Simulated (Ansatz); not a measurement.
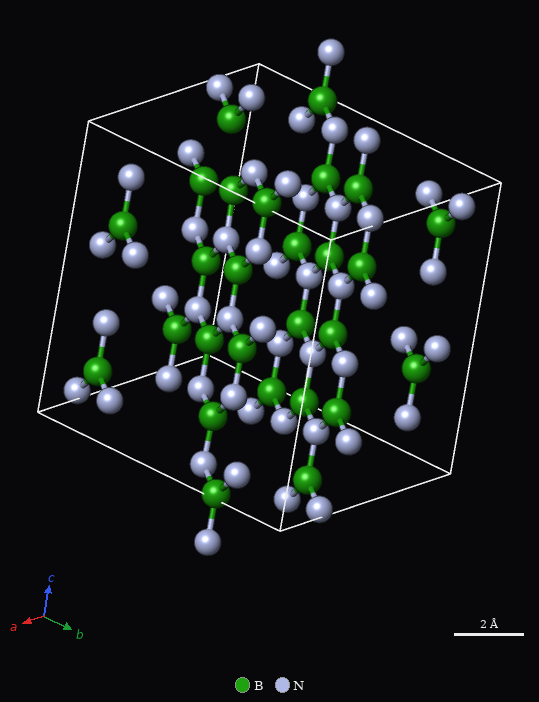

**Figure 1.** The input geometry (ball-and-stick view of the cell of the calculation, seen at an oblique angle; bonded neighbours outside the cell are drawn too). An atom can appear more than once, as a periodic image.

**B$_{24}$N$_{23}$ (charge +2): single-point calculation (part 1 of 2)**

System: B$_{24}$N$_{23}$ (defect cell, 47 atoms in the cell, total charge +2).
Method: DFT PBE, scalar-relativistic, plane waves, PAW, spin-polarised (Ansatz 0.2.0).

The structure derives from an entry of the Crystallography Open Database.

The program's output:
```
Engine: ansatz 0.2.0, aarch64-unknown-linux-gnu
Pseudopotentials: kind: paw
Pseudopotential: B, paw, valence charge 3, recommended cutoff 420 eV (normal), B.paw.azcp
Pseudopotential: N, paw, valence charge 5, recommended cutoff 420 eV (normal), N.paw.azcp
Functional definition: PBE
  parameter kappa = 0.804
  parameter beta = 0.06672455060314922
  exchange = pbe_x(kappa = kappa, mu = beta*pi^2/3)
  correlation = pbe_c(beta = beta)
Crystal: 47 atoms, lattice volume = 430.395 Å³
Basis set: ecut = 420 eV, 8413 PW (Γ), exchange–correlation on 108×108×120 points (8 copies of the dense FFT grid, shifted against one another)
Bands: 141, of which v1, the nominal top of the filled ones, is band 93 counted from 1 (92 counted from 0)
Symmetry: 1 space group operations
Space group: P1 (ITA 1), of the structure as read, at distance tolerance 7.6e-5 Å
Magnetic group: BNS 1.1 (UNI 1), of the structure as read, at distance tolerance 7.6e-5 Å
k-points: 8
Non-local potential: B, projectors of the file, l = 0: 2, l = 1: 2, l = 2: 1
Non-local potential: N, projectors of the file, l = 0: 2, l = 1: 2, l = 2: 1
PAW form: soft (Blöchl's): semilocal exchange-correlation on the pseudo side does not see the compensation charge
PAW one-centre angular grid: B, 110 points (default); XC on 64 Gauss nodes
PAW one-centre angular grid: N, 110 points (default); XC on 64 Gauss nodes
Starting moments: Σ|m| = 1.8 μB on 9 of 47 sites
Initial wavefunctions: pseudopotential atomic-orbital guess
Functional: x = pbe(κ = 0.804, μ = 0.2195149727645171), c = pbe(β = 0.06672455060314922)
SCF iter   1: F=—  HF=-12673.753015 eV  |F-HF|=—  |Δ(HF+E_count)|=         —  Δρ=7.83e-2 (↑7.48e-2 ↓7.83e-2)  dr2=1.02e2  dr2_m=1.43e-1  M=0.150 μB ∫|m|=0.297 μB  β_m=0.30  ethr=3.10e-3  ⟨swp⟩=6.2  Hψ=10424  notcnv=0  defer=188
preconditioner: auto → Kerker (q_TF=auto, 2.370 Å⁻¹)  [metal: Δε(μ)=0.001 eV  Ē_g=16.701 eV  σ=0.050 eV  W_gap=0.01  n_scr=90 (ndim 8)  ℏωp=24.3 eV  f_vac=0.000  D(μ)=17.74/eV (n_scr^D=152)]
spin=Collinear: Kerker preconditioning applied to the charge; magnetization (m = ρ↑ − ρ↓) channel mixes plain (no charge-response kernel on spin).
SCF iter   2: F=—  HF=-12653.556286 eV  |F-HF|=—  |Δ(HF+E_count)|=    2.02e1  Δρ=4.91e-2 (↑4.68e-2 ↓4.91e-2)  dr2=4.30e1  dr2_m=6.90e-2  M=0.145 μB ∫|m|=0.270 μB  β_m=0.30  ethr=3.10e-3  ⟨swp⟩=2.4  Hψ=4189  notcnv=0  defer=683
SCF iter   3: F=—  HF=-12640.480888 eV  |F-HF|=—  |Δ(HF+E_count)|=    1.31e1  Δρ=2.20e-2 (↑2.20e-2 ↓2.20e-2)  dr2=7.63e0  dr2_m=3.39e-2  M=0.190 μB ∫|m|=0.295 μB  β_m=0.30  ethr=3.10e-3  ⟨swp⟩=3.2  Hψ=3478  notcnv=0  defer=688
SCF iter   4: F=—  HF=-12637.772208 eV  |F-HF|=—  |Δ(HF+E_count)|=    2.71e0  Δρ=6.26e-3 (↑5.78e-3 ↓6.26e-3)  dr2=7.46e-1  dr2_m=1.85e-2  M=0.151 μB ∫|m|=0.234 μB  β_m=0.30  ethr=3.10e-3  ⟨swp⟩=3.0  Hψ=3985  notcnv=0  defer=686
SCF iter   5: F=—  HF=-12637.747388 eV  |F-HF|=—  |Δ(HF+E_count)|=   2.48e-2  Δρ=5.57e-3 (↑5.39e-3 ↓5.57e-3)  dr2=3.82e-1  dr2_m=9.76e-3  M=0.153 μB ∫|m|=0.220 μB  β_m=0.30  ethr=4.03e-4  ⟨swp⟩=2.0  Hψ=1849  notcnv=0  defer=686
SCF iter   6: F=—  HF=-12637.927094 eV  |F-HF|=—  |Δ(HF+E_count)|=   1.80e-1  Δρ=2.17e-3 (↑2.17e-3 ↓1.71e-3)  dr2=3.79e-2  dr2_m=5.20e-3  M=0.150 μB ∫|m|=0.209 μB  β_m=0.30  ethr=2.07e-4  ⟨swp⟩=2.0  Hψ=2406  notcnv=0  defer=686
SCF iter   7: F=—  HF=-12637.961898 eV  |F-HF|=—  |Δ(HF+E_count)|=   3.48e-2  Δρ=1.38e-3 (↑1.25e-3 ↓1.38e-3)  dr2=6.26e-3  dr2_m=3.24e-3  M=0.123 μB ∫|m|=0.179 μB  β_m=0.30  ethr=2.05e-5  ⟨swp⟩=2.0  Hψ=2764  notcnv=0  defer=686
Mixer restart at iter 7: flushing history
spin-set hold released at iteration 7 (site moments contracting): the magnetisation degrees of freedom join the quasi-Newton model from the next iteration; the mixer history was flushed
SCF iter   8: F=—  HF=-12637.966671 eV  |F-HF|=—  |Δ(HF+E_count)|=   4.77e-3  Δρ=1.01e-3 (↑9.62e-4 ↓1.01e-3)  dr2=3.53e-3  dr2_m=1.90e-3  M=0.115 μB ∫|m|=0.166 μB  β_m=0.65  ethr=3.38e-6  ⟨swp⟩=1.0  Hψ=1570  notcnv=0  defer=686
preconditioner: auto → Resta (q_TF=auto, 2.370 Å⁻¹)  ε∞=3.5  [insulator: Δε(μ)=0.052 eV  Ē_g=15.526 eV  σ=0.050 eV  W_gap=0.52  n_scr=90 (ndim 8)  ℏωp=24.3 eV  f_vac=0.015  D(μ)=8.82/eV (n_scr^D=46)  ε∞_Penn≈3.5]
spin=Collinear: Resta preconditioning applied to the charge; magnetization (m = ρ↑ − ρ↓) channel mixes plain (no charge-response kernel on spin).
SCF iter   9: F=—  HF=-12637.975471 eV  |F-HF|=—  |Δ(HF+E_count)|=   8.80e-3  Δρ=4.11e-4 (↑1.63e-4 ↓4.11e-4)  dr2=1.20e-3  dr2_m=1.74e-4  M=0.075 μB ∫|m|=0.112 μB  β_m=0.65  ethr=1.91e-6  ⟨swp⟩=2.0  Hψ=3052  notcnv=0  defer=686
SCF iter  10: F=—  HF=-12637.975788 eV  |F-HF|=—  |Δ(HF+E_count)|=   3.17e-4  Δρ=2.92e-4 (↑2.92e-4 ↓1.32e-4)  dr2=7.11e-4  dr2_m=8.78e-5  M=0.070 μB ∫|m|=0.102 μB  β_m=0.67  ethr=6.51e-7  ⟨swp⟩=2.0  Hψ=2614  notcnv=0  defer=686
SCF iter  11: F=—  HF=-12637.975924 eV  |F-HF|=—  |Δ(HF+E_count)|=   1.36e-4  Δρ=1.55e-4 (↑1.55e-4 ↓1.19e-4)  dr2=5.60e-5  dr2_m=6.14e-5  M=0.057 μB ∫|m|=0.083 μB  β_m=0.78  ethr=3.84e-7  ⟨swp⟩=2.0  Hψ=2269  notcnv=0  defer=686
SCF iter  12: F=—  HF=-12637.976046 eV  |F-HF|=—  |Δ(HF+E_count)|=   1.21e-4  Δρ=8.51e-5 (↑8.51e-5 ↓7.97e-5)  dr2=5.50e-6  dr2_m=2.58e-5  M=0.040 μB ∫|m|=0.058 μB  β_m=0.89  ethr=3.02e-8  ⟨swp⟩=2.0  Hψ=3732  notcnv=0  defer=686
SCF iter  13: F=—  HF=-12637.976105 eV  |F-HF|=—  |Δ(HF+E_count)|=   5.91e-5  Δρ=5.45e-5 (↑4.48e-5 ↓5.45e-5)  dr2=1.82e-5  dr2_m=6.15e-6  M=0.021 μB ∫|m|=0.031 μB  β_m=0.81  ethr=2.98e-9  ⟨swp⟩=3.0  Hψ=3859  notcnv=0  defer=686
SCF iter  14: F=—  HF=-12637.976116 eV  |F-HF|=—  |Δ(HF+E_count)|=   1.08e-5  Δρ=2.57e-5 (↑2.57e-5 ↓1.89e-5)  dr2=3.92e-6  dr2_m=1.22e-6  M=0.011 μB ∫|m|=0.015 μB  β_m=0.79  ethr=2.98e-9  ⟨swp⟩=2.6  Hψ=3157  notcnv=0  defer=686
SCF iter  15: F=—  HF=-12637.976118 eV  |F-HF|=—  |Δ(HF+E_count)|=   2.63e-6  Δρ=1.29e-5 (↑1.29e-5 ↓9.48e-6)  dr2=1.70e-6  dr2_m=1.87e-7  M=0.005 μB ∫|m|=0.007 μB  β_m=0.75  ethr=2.12e-9  ⟨swp⟩=2.0  Hψ=3058  notcnv=0  defer=686
SCF iter  16: F=—  HF=-12637.976119 eV  |F-HF|=—  |Δ(HF+E_count)|=   3.51e-7  Δρ=6.29e-6 (↑5.01e-6 ↓6.29e-6)  dr2=4.26e-7  dr2_m=4.15e-8  M=0.002 μB ∫|m|=0.003 μB  β_m=0.71  ethr=9.19e-10  ⟨swp⟩=2.0  Hψ=3050  notcnv=0  defer=686
SCF iter  17: F=—  HF=-12637.976119 eV  |F-HF|=—  |Δ(HF+E_count)|=   3.80e-8  Δρ=2.98e-6 (↑2.98e-6 ↓2.81e-6)  dr2=4.08e-8  dr2_m=2.47e-8  M=0.001 μB ∫|m|=0.002 μB  β_m=0.83  ethr=5.41e-11  ⟨swp⟩=19.4  Hψ=19015  notcnv=0
SCF iter  18: F=—  HF=-12637.976119 eV  |F-HF|=—  |Δ(HF+E_count)|=   4.07e-8  Δρ=2.37e-6 (↑2.37e-6 ↓2.00e-6)  dr2=1.87e-8  dr2_m=1.51e-8  M=0.001 μB ∫|m|=0.002 μB  β_m=0.91  ethr=2.21e-11  ⟨swp⟩=3.1  Hψ=5267  notcnv=0
SCF iter  19: F=—  HF=-12637.976119 eV  |F-HF|=—  |Δ(HF+E_count)|=   2.90e-8  Δρ=3.05e-6 (↑1.35e-6 ↓3.05e-6)  dr2=8.53e-8  dr2_m=8.28e-9  M=0.001 μB ∫|m|=0.001 μB  β_m=0.81  ethr=1.01e-11  ⟨swp⟩=3.0  Hψ=5195  notcnv=0  recentre
SCF iter  20: F=—  HF=-12637.976119 eV  |F-HF|=—  |Δ(HF+E_count)|=  4.11e-10  Δρ=1.63e-6 (↑1.63e-6 ↓9.49e-7)  dr2=1.39e-8  dr2_m=4.97e-9  M=0.001 μB ∫|m|=0.001 μB  β_m=0.91  ethr=1.01e-11  ⟨swp⟩=3.0  Hψ=5075  notcnv=0
SCF iter  21: F=—  HF=-12637.976119 eV  |F-HF|=—  |Δ(HF+E_count)|=   1.15e-8  Δρ=6.84e-7 (↑6.84e-7 ↓4.07e-7)  dr2=2.27e-9  dr2_m=7.60e-10  M=0.000 μB ∫|m|=0.000 μB  β_m=0.91  ethr=7.53e-12  ⟨swp⟩=3.0  Hψ=5268  notcnv=0
SCF iter  22: F=—  HF=-12637.976119 eV  |F-HF|=—  |Δ(HF+E_count)|=   1.92e-9  Δρ=4.28e-7 (↑3.34e-7 ↓4.28e-7)  dr2=1.91e-9  dr2_m=2.15e-10  M=0.000 μB ∫|m|=0.000 μB  β_m=0.82  ethr=1.23e-12  ⟨swp⟩=3.0  Hψ=4309  notcnv=0
SCF iter  23: F=-12637.976119 eV  HF=-12637.976119 eV  |F-HF|=4.07e-10  |Δ(HF+E_count)|=  3.53e-10  Δρ=2.29e-7 (↑2.04e-7 ↓2.29e-7)  dr2=6.14e-10  dr2_m=5.86e-11  M=0.000 μB ∫|m|=0.000 μB  ethr=1.03e-12  ⟨swp⟩=2.0  Hψ=3802  notcnv=0
SCF 1 converged in 23 iterations: F = -12637.976119 eV  dr2 = 6.14e-10
  greatest PAW one-centre occupation: 0.800 electrons in one spin orbital (limit 2), on the N atom at site 35 (counted from 0), in its partial waves of l = 0
```

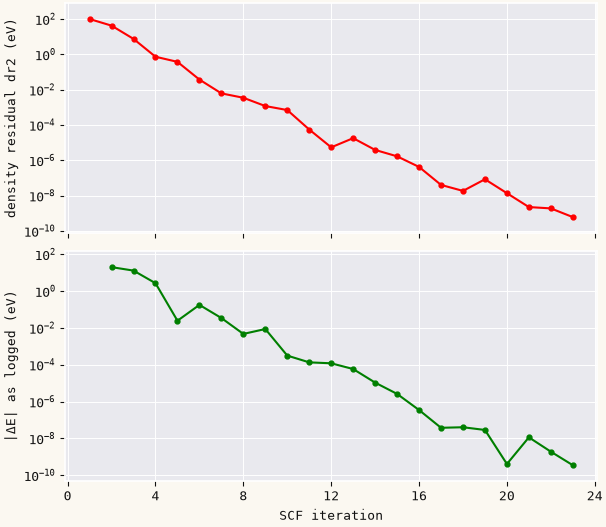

**Figure 2.** Convergence of the self-consistent field: density residual dr2 and size of the energy change against the SCF iteration. The residual falls unevenly and jumps up by a factor of two or more 2 times on the way down.

```
WARN: the starting moments were not kept: the SCF closed with an absolute magnetisation of 1.1e-4 μB, where they sum to 1.8 μB in size (9 sites). That is at most 0.1 of that sum. Measured as dr2_m measures the in/out step, that magnetisation stands 7.4e-10 eV from none, at or under the dr2_threshold of 1.0e-7 eV: it is no larger than a step whose dr2_m would equal this threshold. The system may hold no moment; this SCF shows only that its start led to no more than that. To try another start: raise the starting moments (crystal.atoms[].spin, magnetization.per_species, magnetization.initial_magnetization, or on a non-collinear deck that types none of these the spinor_matrix: blocks that start its atoms; where the total moment is fixed, keep their sum and leave initial_magnetization as it is; typed ones take the place of any that the run laid by itself, positive ones on a crystal's lanthanoids without a Hubbard term where scf.initial_density.shell_occupations: [] is typed) or, if the notice of its spin-set hold's release reads "site moments contracting" or "site moments show no strong build", lengthen the hold (scf.mixing.spin_hold: { on: { confirm: 4 } }; for m-r²SCAN on two components see the key's manual first). Each may lead to a state that holds a moment. A second SCF, from the converged charge density, with the starting moments and any scf.initial_density.shell_occupations laid on it anew, would have followed, and was not run: the deck does not ask for one (magnetization.retry_lost_moments is false, the default). To let it run, set magnetization.retry_lost_moments: true and run the deck again, where that key's refused combinations let it; where memory then withholds it, that run's warning says so.
SCF converged after 23 iterations
Magnetization: 0.0001 μB (92.5000 up, 92.5000 down)
Absolute magnetization: 0.0001 μB (∫|ρ↑−ρ↓|, with the PAW one-centre terms)
Spin contamination: 0.0000 ħ² per cell (⟨S²⟩ above its minimum at these occupations)
Per-site moments (μB) at R_I (Å): [(-1.5791935439201332e-7, 0.5950729104545143), (-1.5688585204562793e-7, 0.5951397231062137), (-1.6649142817827404e-7, 0.5947452547474057), (-1.6790273558595186e-7, 0.5947372688726292), (-1.8036464254386864e-7, 0.5946168282426719), (-1.8042467209423988e-7, 0.5946476437834286), (-1.985781086995899e-7, 0.5949279426807373), (-1.935762916137e-7, 0.5948571926949865), (-1.799999487000268e-7, 0.5946394407605031), (-1.8096616864168967e-7, 0.5946604449323663), (-1.6543974627198052e-7, 0.5947119801929893), (-1.691820497060885e-7, 0.594722514539144), (-5.112388000546147e-7, 0.6036344729512603), (-2.727929238697429e-7, 0.5927331314058125), (-5.245119341937507e-7, 0.6035481675699624), (-3.615295281897898e-7, 0.5959969806697724), (-3.741056615064955e-7, 0.5960877080430105), (-2.8072977657257805e-7, 0.592483369969276), (-3.759755928722453e-7, 0.5961394485428143), (-3.762522188318393e-7, 0.5961857931039645), (-3.7329528647919374e-7, 0.596093909767269), (-2.795629691149877e-7, 0.5925826058281689), (-3.6119214805338973e-7, 0.5960105636373518), (-5.234561067405888e-7, 0.6032935718359473), (4.830553630884359e-7, 0.5959969806697724), (3.8696274002865085e-6, 0.5927772812773489), (3.85353865151518e-6, 0.592483369969276), (4.815225826307009e-6, 0.603496693817765), (3.97545752798419e-6, 0.5926369417051466), (7.477172419413949e-7, 0.596093909767269), (7.477638307365915e-7, 0.5960877080430105), (4.810109734436313e-6, 0.6035056948167874), (3.961664236554957e-6, 0.5927016150992503), (3.851102418976221e-6, 0.5925826058281689), (3.85785231539688e-6, 0.5927331314058125), (1.4328335081320436e-6, 0.5947119801929893), (1.4457118582256676e-6, 0.594722514539144), (1.507788620605372e-6, 0.5946476437834286), (1.5120327821293318e-6, 0.5946168282426719), (1.8732773312386392e-6, 0.5948571926949865), (1.884914785884203e-6, 0.5949279426807373), (1.9774013931868743e-6, 0.5950407529741648), (1.948924822602563e-6, 0.5950774332141894), (1.8817659556536585e-6, 0.594931229848008), (1.864712262029923e-6, 0.5949304231698603), (1.4959790049767474e-6, 0.5946394407605031), (1.5326301860185415e-6, 0.5946604449323663)]
Free energy (F): -12637.976119 eV
Harris-Foulkes:  -12637.976119 eV  (|F-HF|=4.07e-10)
Internal energy: -12637.964285 eV  (E = F + TS)
E sigma→0 (E₀):  -12637.970202 eV
Entropy (-TS):   -0.011833 eV (-0.252 meV/atom)
Fermi energy:    4.539417 eV
--- Per-component energies (eV) ---
  E_band       = -469.008244
  E_kinetic    = 4211.375984
  E_local      = -8101.596525  (includes V_loc(G=0)·N_el)
  E_nonlocal   = 1337.253395
  E_hartree    = 2620.863606
  E_xc         = -2125.688414
  E_vxc        = -2633.716426  (∫ρ·V_xc dr)
  E_paw        = -4831.656904  (= ΣΔE_a)
  E_vpaw       = -524.053784  (= ΣTr[D̂ρ^β])
  E_aug_tail   = 0.002265  (compensation charges beyond the density's cutoff)
  E_ewald      = -5748.517692
  E_smearing   = -0.011833  (= −TS)
  E_closure    = 0.000000  (closes the sum)
  E_deformation_potential = 26.864146  (in the stress; not in F)
  Σ components = -12637.976119   (vs F -12637.976119, Δ=0.00e0)
--- Forces (eV/Å), atoms counted from 1 ---
  atom   1  B     -0.04273654     0.01676424    -0.27356719
  atom   2  B     -0.02176746     0.02195561     0.28551403
  atom   3  B      0.00966339     0.08493654     0.00028995
  atom   4  B      0.02037184     0.08133444     0.00030476
  atom   5  B      0.06268917     0.05906280     0.04160895
  atom   6  B      0.06270262     0.06148294    -0.04159058
  atom   7  B      0.02926803    -0.01665401    -0.00092675
  atom   8  B      0.03563427    -0.01581174    -0.00232453
  atom   9  B     -0.01868401    -0.09218711     0.03987831
  atom  10  B     -0.02295245    -0.07892425    -0.03983390
  atom  11  B     -0.07084816    -0.05912377    -0.00265349
  atom  12  B     -0.05966452    -0.05934599     0.00417028
  atom  13  B      1.71322194    -1.00255501     0.10090609
  atom  14  B     -0.36287345     0.21189438     0.00189546
  atom  15  B     -0.00811912     1.98400087     0.10480592
  atom  16  B      0.36617901    -0.23046115    -0.01071817
  atom  17  B      0.02449788     0.42704973     0.00141088
  atom  18  B      0.37975936     0.23610629    -0.00272729
  atom  19  B     -0.38820951    -0.18916967     0.00435391
  atom  20  B     -0.03506884     0.43384010    -0.01455202
  atom  21  B     -0.36312254    -0.23713382     0.01848685
  atom  22  B     -0.01099652    -0.43364302    -0.00466174
  atom  23  B      0.37654396    -0.20000814    -0.00364065
  atom  24  B     -1.70104334    -0.97913267    -0.20747498
  atom  25  N      0.09723157    -0.05496878     0.00398549
  atom  26  N      0.66080474    -0.58280460     0.00023668
  atom  27  N     -0.84916985    -0.30037020    -0.05011972
  atom  28  N     -0.00670407    -0.00566942     0.00214311
  atom  29  N     -0.67070671    -0.59028875    -0.05387947
  atom  30  N     -0.09482112    -0.05911749    -0.00642528
  atom  31  N      0.00447793     0.10557372     0.00123875
  atom  32  N      0.00047321     0.00868743    -0.00364847
  atom  33  N      0.17569163     0.87495393     0.05687791
  atom  34  N     -0.15661537     0.87937114     0.00263949
  atom  35  N      0.83316402    -0.28663420     0.04933446
  atom  36  N     -0.02078221     0.01952299     0.12945909
  atom  37  N     -0.02503704     0.01482714    -0.11020810
  atom  38  N     -0.01563039    -0.08613379     0.15427327
  atom  39  N     -0.02208227    -0.08945584    -0.14546474
  atom  40  N     -0.03699072    -0.04934253    -0.03203723
  atom  41  N     -0.03036085    -0.04865335     0.03249100
  atom  42  N     -0.00153650     0.00256293    -0.00109202
  atom  43  N     -0.00068400     0.00274289    -0.00264488
  atom  44  N      0.02034862     0.05377822    -0.03165002
  atom  45  N      0.02954676     0.05194969     0.02931873
  atom  46  N      0.07020346     0.05954181    -0.16316428
  atom  47  N      0.06473446     0.05564879     0.13938221
  max |Σ_I F_I| component: 6.80e-7 eV/Å
--- Band table (eV; the first three rows and the last of 16) ---
```
